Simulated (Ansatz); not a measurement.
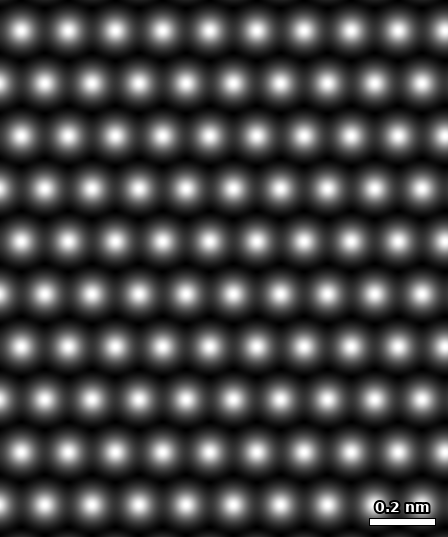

Map of the projected electrostatic potential of Ti. Computed as the sum of neutral-atom potentials (tabulated electron scattering factors, B = 0.8 Å²) projected along the beam and smoothed by 0.25 Å; brighter is more positive. The display is stretched by a gamma of 0.6; percentages refer to the linear signal.

**Measure the repeat of the pattern.**

The pattern repeats on a centred rectangular net of 1.5 × 3.3 Å.

**What is the plane group of the image?**

c2mm: perpendicular mirror lines on a centred net, with further twofold points between them.

**How many columns does the smallest repeating cell hold, and how many levels of brightness?**

1 column in the primitive cell of 2.4 Å², all of one brightness.

The crystal is Ti (Im-3m, No. 229) seen along [210]. Atomic positions: the geometry given to an electronic-structure calculation, possibly off equilibrium; the starting structure was generated, so it need not be a known form of this composition.
